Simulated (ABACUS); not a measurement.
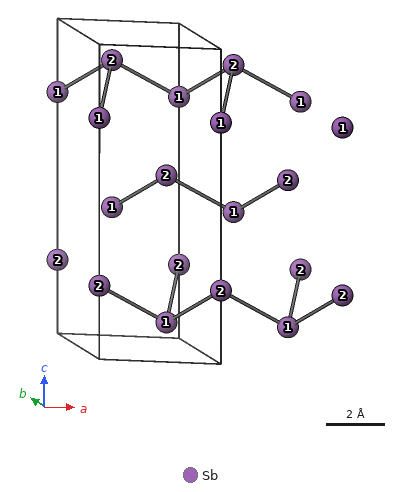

Figure 1. The input geometry (ball-and-stick view of the cell 3 times as large as that of the calculation, set on its symmetry axes, repeated 2 × 1 × 1, seen slightly off an axis; atoms are numbered from 1 in the order of the input).

**Geometry relaxation of Sb (part 1 of 2)**

Sb (R-3m, 2 atoms in the cell), computed with Kohn-Sham DFT of a periodic cell, TM, SG15 ONCV 1.2 PBE, no spin polarisation (ABACUS 3.10.1).

The structure derives from an entry of the Crystallography Open Database.

## Input file
```python
"""Relaxation by an ASE optimiser with ABACUS as a small file-based calculator."""
import re
import subprocess
import spglib
from ase import Atoms
import numpy as np
from ase.calculators.calculator import Calculator, all_changes
from ase.filters import FrechetCellFilter
from ase.io import read
from ase.optimize import BFGS
from ase.stress import full_3x3_to_voigt_6_stress
from ase.units import Bohr, GPa

atoms = read("Sb.cif")
cell, frac, numbers = spglib.standardize_cell((atoms.cell[:], atoms.get_scaled_positions(), atoms.numbers), to_primitive=True, symprec=1e-4)
atoms = Atoms(numbers=numbers, cell=cell, scaled_positions=frac, pbc=True)  # the primitive cell
atoms = atoms[(-atoms.numbers).argsort(kind="stable")]  # ABACUS lists atoms element by element
pseudo = {'Sb': 'Sb_ONCV_PBE-1.2.upf'}
orbital = {}
magmoms = None
kmesh = [5, 5, 5]
params = {
    'suffix': 'Sb',
    'calculation': 'scf',
    'basis_type': 'pw',
    'pseudo_dir': './',
    'symmetry': 1,
    'dft_functional': 'MGGA_X_TM+MGGA_C_TM',
    'ecutwfc': 94,
    'pseudo_rcut': 10,
    'nspin': 1,
    'nbands': 19,
    'ks_solver': 'dav',
    'smearing_method': 'fd',
    'smearing_sigma': 0.00367493,
    'scf_thr': 1e-08,
    'scf_nmax': 100,
    'mixing_type': 'broyden',
    'mixing_beta': 0.7,
    'cal_force': 1,
    'cal_stress': 1,
    'mixing_tau': 1,
    'kpar': 4,
}


def write_input(atoms):
    symbols = atoms.get_chemical_symbols()
    elements = list(dict.fromkeys(symbols))
    lines = ["ATOMIC_SPECIES"] + [f"{e} {atoms.get_masses()[symbols.index(e)]:.4f} {pseudo[e]}" for e in elements]
    if orbital:
        lines += ["", "NUMERICAL_ORBITAL"] + [orbital[e] for e in elements]
    lines += ["", "LATTICE_CONSTANT", f"{1 / Bohr:.10f}", "", "LATTICE_VECTORS"]
    lines += [" ".join(f"{x:.10f}" for x in v) for v in atoms.cell]
    lines += ["", "ATOMIC_POSITIONS", "Direct"]
    for e in elements:
        lines += ["", e, "0.0", str(symbols.count(e))]
        for i, p in enumerate(atoms.get_scaled_positions(wrap=False)):
            if symbols[i] == e:
                mag = "" if magmoms is None else " mag " + " ".join(str(x) for x in (magmoms[i] if isinstance(magmoms[i], list) else [magmoms[i]]))
                lines.append(" ".join(f"{x:.10f}" for x in p) + " 1 1 1" + mag)
    open("STRU", "w").write("\n".join(lines) + "\n")
    open("KPT", "w").write("K_POINTS\n0\nGamma\n%d %d %d 0 0 0\n" % tuple(kmesh))
    open("INPUT", "w").write("INPUT_PARAMETERS\n" + "".join(f"{k:<20s}{v}\n" for k, v in params.items()))


class Abacus(Calculator):
    implemented_properties = ["energy", "free_energy", "forces", "stress"]

    def calculate(self, atoms=None, properties=("energy",), system_changes=all_changes):
        super().calculate(atoms, properties, system_changes)
        write_input(self.atoms)
        subprocess.run(['mpirun', '-np', '4', 'abacus'], check=True)
        log = open("OUT.Sb/running_scf.log").read()
        if "charge density convergence is achieved" not in log:
            raise RuntimeError("SCF not converged")
        rows = lambda title, n: np.array([l.split()[-3:] for l in log.split(title)[-1].split("\n")[2:2 + n]], float)
        energy = float(re.findall(r"FINAL_ETOT_IS (\S+)", log)[-1])
        stress = -rows("TOTAL-STRESS", 3) / 10 * GPa  # ABACUS prints kbar, compression positive
        self.results = dict(energy=energy, free_energy=energy, forces=rows("TOTAL-FORCE", len(self.atoms)), stress=full_3x3_to_voigt_6_stress(stress))


atoms.calc = Abacus()
opt = BFGS(FrechetCellFilter(atoms), logfile="opt.log", trajectory="relax.traj")
print("optimiser converged:", opt.run(fmax=0.03, steps=60))
```

## File Sb.cif
```
data_Sb
_cell_length_a 4.30840000
_cell_length_b 4.30840000
_cell_length_c 11.27400000
_cell_angle_alpha 90.00000000
_cell_angle_beta 90.00000000
_cell_angle_gamma 120.00000000
_space_group_name_H-M_alt 'R-3m'
_space_group_name_Hall '-R 3 2"'
_space_group_IT_number 166
loop_
_space_group_symop_operation_xyz
'x,y,z'
'-x,-y,-z'
'-y,x-y,z'
'y,-x+y,-z'
'-x+y,-x,z'
'x-y,x,-z'
'y,x,-z'
'-y,-x,z'
'x-y,-y,-z'
'-x+y,y,z'
'-x,-x+y,-z'
'x,x-y,z'
'x+2/3,y+1/3,z+1/3'
'-x+2/3,-y+1/3,-z+1/3'
'-y+2/3,x-y+1/3,z+1/3'
'y+2/3,-x+y+1/3,-z+1/3'
'-x+y+2/3,-x+1/3,z+1/3'
'x-y+2/3,x+1/3,-z+1/3'
'y+2/3,x+1/3,-z+1/3'
'-y+2/3,-x+1/3,z+1/3'
'x-y+2/3,-y+1/3,-z+1/3'
'-x+y+2/3,y+1/3,z+1/3'
'-x+2/3,-x+y+1/3,-z+1/3'
'x+2/3,x-y+1/3,z+1/3'
'x+1/3,y+2/3,z+2/3'
'-x+1/3,-y+2/3,-z+2/3'
'-y+1/3,x-y+2/3,z+2/3'
'y+1/3,-x+y+2/3,-z+2/3'
'-x+y+1/3,-x+2/3,z+2/3'
'x-y+1/3,x+2/3,-z+2/3'
'y+1/3,x+2/3,-z+2/3'
'-y+1/3,-x+2/3,z+2/3'
'x-y+1/3,-y+2/3,-z+2/3'
'-x+y+1/3,y+2/3,z+2/3'
'-x+1/3,-x+y+2/3,-z+2/3'
'x+1/3,x-y+2/3,z+2/3'
loop_
_atom_site_label
_atom_site_type_symbol
_atom_site_symmetry_multiplicity
_atom_site_Wyckoff_symbol
_atom_site_fract_x
_atom_site_fract_y
_atom_site_fract_z
_atom_site_occupancy
Sb1 Sb 6 c 0.0000000000 0.0000000000 0.7665100000 1
```

## File INPUT
```
INPUT_PARAMETERS
suffix              Sb
calculation         scf
basis_type          pw
pseudo_dir          ./
symmetry            1
dft_functional      MGGA_X_TM+MGGA_C_TM
ecutwfc             94
pseudo_rcut         10
nspin               1
nbands              19
ks_solver           dav
smearing_method     fd
smearing_sigma      0.00367493
scf_thr             1e-08
scf_nmax            100
mixing_type         broyden
mixing_beta         0.7
cal_force           1
cal_stress          1
mixing_tau          1
kpar                4
```

## File STRU
```
ATOMIC_SPECIES
Sb 121.7600 Sb_ONCV_PBE-1.2.upf

LATTICE_CONSTANT
1.8897261258

LATTICE_VECTORS
2.1542985802 1.2437848652 3.6505001368
-2.1542985802 1.2437848652 3.6505001368
-0.0000000000 -2.4875697304 3.6505001368

ATOMIC_POSITIONS
Direct

Sb
0.0
2
0.7651685547 0.7651685547 0.7651685547 1 1 1
0.2348314453 0.2348314453 0.2348314453 1 1 1
```

## File KPT
```
K_POINTS
0
Gamma
5 5 5 0 0 0
```

Hardware: 4 threads of Intel Xeon (Sapphire Rapids), 16 GiB of memory available, shared host.

Command:
```bash
OMP_NUM_THREADS=1 python run_abacus.py > log
```

## Output
```
ABACUS v3.10.1

               Atomic-orbital Based Ab-initio Computation at UStc

 ------------------------------------------------------------------------------------

 READING GENERAL INFORMATION
                           global_out_dir = OUT.Sb/
                           global_in_card = INPUT
                               pseudo_dir = ./
                              orbital_dir =
                                    DSIZE = 4
                                    GSIZE = 1

 READING UNITCELL INFORMATION
                                    ntype = 1
                  lattice constant (Bohr) = 1.88973
              lattice constant (Angstrom) = 1

 READING ATOM TYPE 1
                               atom label = Sb
                      L=0, number of zeta = 1
                      L=1, number of zeta = 1
                      L=2, number of zeta = 1
             number of atom for this type = 2

                        TOTAL ATOM NUMBER = 2
DIRECT COORDINATES
    atom                   x                   y                   z     mag                  vx                  vy                  vz
taud_Sb1            0.7651685547        0.7651685547        0.7651685547  0.0000        0.0000000000        0.0000000000        0.0000000000
taud_Sb2            0.2348314453        0.2348314453        0.2348314453  0.0000        0.0000000000        0.0000000000        0.0000000000

                          Volume (Bohr^3) = 396.051
                             Volume (A^3) = 58.6887

 Lattice vectors: (Cartesian coordinate: in unit of a_0)
              +2.1543            +1.24378             +3.6505
              -2.1543            +1.24378             +3.6505
                   -0            -2.48757             +3.6505
 Reciprocal vectors: (Cartesian coordinate: in unit of 2 pi/a_0)
            +0.232094              +0.134          +0.0913117
            -0.232094              +0.134          +0.0913117
                   +0           -0.267999          +0.0913117
 The esolver type has been set to : ksdft_pw

                PAO radial cut off (Bohr) = 10

 Read in pseudopotential file is Sb_ONCV_PBE-1.2.upf
                     pseudopotential type = NC
          exchange-correlation functional = PBE
                 nonlocal core correction = 0
                        valence electrons = 15
                                     lmax = 2
                           number of zeta = 0
                     number of projectors = 6
                           L of projector = 0
                           L of projector = 0
                           L of projector = 1
                           L of projector = 1
                           L of projector = 2
                           L of projector = 2
 XC functional updated to : MGGA_X_TM+MGGA_C_TM
          exchange-correlation functional = MGGA_X_TM+MGGA_C_TM
     initial pseudo atomic orbital number = 0

 SETUP THE ELECTRONS NUMBER
            electron number of element Sb = 15
      total electron number of element Sb = 30
            AUTOSET number of electrons:  = 30
                           occupied bands = 15
                                   NBANDS = 19
                                   NLOCAL = 18

%%%%%%%%%%%%%%%%%%%%%%%%%%%%%%%%%%%%%%%%%%%%%%%%%%%%%%%%%%%%%%%%%%%%%%%%%%%%%%%%%%%%%%%%%%%%%%%%%%%%%%%%%%
 Warning: the number of valence electrons in pseudopotential > 5 for Sb: [Kr] 4d10 5s2 5p3
 Pseudopotentials with additional electrons can yield (more) accurate outcomes, but may be less efficient.
 If you're confident that your chosen pseudopotential is appropriate, you can safely ignore this warning.
%%%%%%%%%%%%%%%%%%%%%%%%%%%%%%%%%%%%%%%%%%%%%%%%%%%%%%%%%%%%%%%%%%%%%%%%%%%%%%%%%%%%%%%%%%%%%%%%%%%%%%%%%%

 SETUP THE PLANE WAVE BASIS
 energy cutoff for charge/potential (unit:Ry) = 376
            fft grid for charge/potential = [ 54, 54, 54 ]
                        fft grid division = [ 1, 1, 1 ]
        big fft grid for charge/potential = [ 54, 54, 54 ]
                                     nbxx = 157464
                                     nrxx = 157464

 SETUP PLANE WAVES FOR CHARGE/POTENTIAL
                    number of plane waves = 48769
                         number of sticks = 1769

 PARALLEL PW FOR CHARGE/POTENTIAL
     PROC   COLUMNS(POT)             PW
        1           1769          48769
 --------------- sum -------------------
        1           1769          48769
                            number of |g| = 3391
                                  max |g| = 34.004
                                  min |g| = 0

----------- Double Check Mixing Parameters Begin ------------
mixing_type: broyden
mixing_beta: 0.7
mixing_gg0: 1
mixing_gg0_min: 0.1
mixing_ndim: 8
----------- Double Check Mixing Parameters End ------------

 LATTICE VECTORS: (CARTESIAN COORDINATE: IN UNIT OF A0)
              +2.1543            +1.24378             +3.6505
              -2.1543            +1.24378             +3.6505
                   -0            -2.48757             +3.6505
                       right hand lattice = 1
                                   NORM_A = 4.41748
                                   NORM_B = 4.41748
                                   NORM_C = 4.41748
                           ALPHA (DEGREE) = 58.3758
                           BETA  (DEGREE) = 58.3758
                           GAMMA (DEGREE) = 58.3758

 The lattice vectors have been changed (STRU_SIMPLE.cif)

(for optimal symmetric configuration:)
                             BRAVAIS TYPE = 7
                     BRAVAIS LATTICE NAME = 07. Rhombohedral (Trigonal) cell
                                    ibrav = 7
                                    IBRAV = 7
                                  BRAVAIS = TRIGONAL (RHOMBOEDRIC) CELL
                       LATTICE CONSTANT A = 4.41748
                               COS(ALPHA) = 0.524345
Original cell was already a primitive cell.
                        ROTATION MATRICES = 12
              PURE POINT GROUP OPERATIONS = 12
                   SPACE GROUP OPERATIONS = 12
                                       C2 = 3
                                       C3 = 2
                                       C4 = 0
                                       C6 = 0
                                       S1 = 3
                                       S3 = 0
                                       S4 = 0
                                       S6 = 2
                              POINT GROUP = D_3d
                                       C2 = 3
                                       C3 = 2
                                       C4 = 0
                                       C6 = 0
                                       S1 = 3
                                       S3 = 0
                                       S4 = 0
                                       S6 = 2
               POINT GROUP IN SPACE GROUP = D_3d

 SETUP K-POINTS
                                    nspin = 1
                   Input type of k points = Monkhorst-Pack(Gamma)
                                   nkstot = 125
                       right hand lattice = 1
(for reciprocal lattice: )
                             BRAVAIS TYPE = 7
                     BRAVAIS LATTICE NAME = 07. Rhombohedral (Trigonal) cell
                                    ibrav = 7
                       right hand lattice = 1
(for k-lattice: )
                             BRAVAIS TYPE = 7
                     BRAVAIS LATTICE NAME = 07. Rhombohedral (Trigonal) cell
                                    ibrav = 7
                       right hand lattice = 1
                        ROTATION MATRICES = 12
                               nkstot_ibz = 19
K-POINTS REDUCTION ACCORDING TO SYMMETRY
     IBZ    DIRECT_X    DIRECT_Y    DIRECT_Z  WEIGHT  ibz2bz
       1  0.00000000  0.00000000  0.00000000  0.0080       0
       2  0.20000000  0.00000000  0.00000000  0.0480       1
       3  0.40000000  0.00000000  0.00000000  0.0480       2
       4  0.20000000  0.20000000  0.00000000  0.0480       6
       5  0.40000000  0.20000000  0.00000000  0.0960       7
       6 -0.20000000  0.40000000  0.00000000  0.0960       8
       7 -0.20000000  0.20000000  0.00000000  0.0480       9
       8  0.40000000  0.40000000  0.00000000  0.0480      12
       9 -0.40000000  0.40000000  0.00000000  0.0480      13
      10  0.20000000  0.20000000  0.20000000  0.0160      31
      11  0.40000000  0.20000000  0.20000000  0.0480      32
      12 -0.20000000 -0.20000000  0.40000000  0.0480      33
      13 -0.20000000  0.20000000  0.20000000  0.0480      34
      14  0.40000000  0.40000000  0.20000000  0.0480      37
      15 -0.40000000  0.40000000  0.20000000  0.0960      38
      16 -0.20000000  0.40000000  0.20000000  0.0960      39
      17 -0.20000000  0.40000000  0.40000000  0.0480      43
      18  0.40000000  0.40000000  0.40000000  0.0160      62
      19 -0.40000000  0.40000000  0.40000000  0.0480      63

                               nkstot now = 19
[... K-POINTS DIRECT COORDINATES: 19 rows ...]

           k-point number in this process = 5
       minimum distributed K point number = 4
[... stars of the k points ...]

[... K-POINTS CARTESIAN COORDINATES: 5 rows ...]

[... K-POINTS DIRECT COORDINATES: 5 rows ...]

 SETUP PLANE WAVES FOR WAVE FUNCTIONS
     energy cutoff for wavefunc (unit:Ry) = 94
              fft grid for wave functions = [ 54, 54, 54 ]
                    number of plane waves = 6857
                         number of sticks = 479

 PARALLEL PW FOR WAVE FUNCTIONS
     PROC   COLUMNS(POT)             PW
        1            479           6857
 --------------- sum -------------------
        1            479           6857

 SETUP NONLOCAL PSEUDOPOTENTIALS IN PLANE WAVE BASIS
 Sb non-local projectors:
 projector 1 L=0
 projector 2 L=0
 projector 3 L=1
 projector 4 L=1
 projector 5 L=2
 projector 6 L=2
      TOTAL NUMBER OF NONLOCAL PROJECTORS = 36

 Init Non-Local PseudoPotential table :
 Init Non-Local-Pseudopotential done.

                                     npwx = 6109

 -------------------------------------------
 SELF-CONSISTENT
 -------------------------------------------
                                 init_chg = atomic
```
